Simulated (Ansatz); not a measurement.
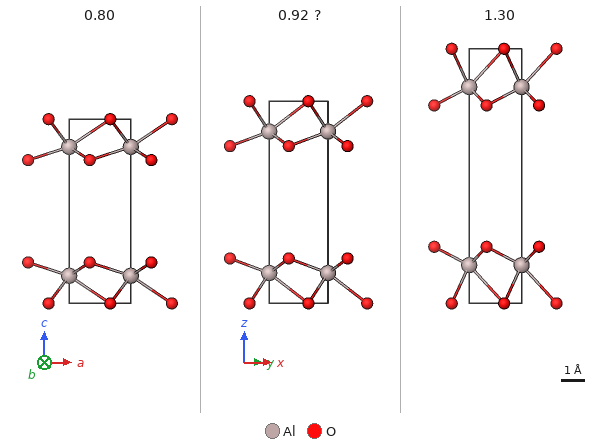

A scan of solid Al2O3 (P-6m2): the ratio of the cell's length along z to its lengths across, counted as 1 for the reference, is changed at fixed volume (a c/a path), with the atoms kept at their fractional coordinates. x, y and z are the Cartesian axes of the input. Style: ball-and-stick. Shown: the cell of the calculation, repeated 1 × 1 × 1 with one cell outlined, along the b axis.

These are results of Ansatz, DFT r2SCAN, scalar-relativistic, plane waves, PAW, not measurements. Settings: plane-wave cutoff 500 eV; k-point mesh 12 × 12 × 4; occupations gaussian; smearing width 0.05 eV; no spin polarisation. Energies (free energies at the smearing named) are counted from the cell as listed in its source, which wasn't relaxed.

```
axial ratio over its reference value  ΔE (meV/atom)
                                0.80            349
                                0.85            195
                                0.92              ?
                                0.96             17
                                1.00              0
                                1.05             11
                                1.10             56
                                1.20            230
                                1.30            501
```

**Estimate the missing energy from the other rows, and compare with the calculation.**

A straight line between the two neighbours gives 82 meV/atom. A cubic through the four nearest rows (0.80, 0.85, 0.96, 1.00) gives, with Lagrange weights, (−0.1400)(349) + (0.4655)(195) + (0.9545)(17) + (−0.2800)(0) = 58 meV/atom. The calculation gives 58 meV/atom, so the cubic is right to the digits shown and the straight line 24 meV/atom too high, as the curve bends upwards here.

The whole profile:

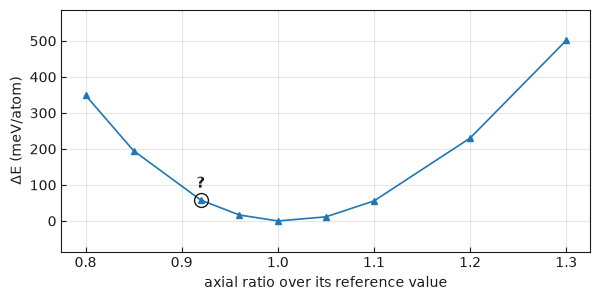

Limits of the set-up: layers or molecules are held without a dispersion correction, so their spacing is unreliable.
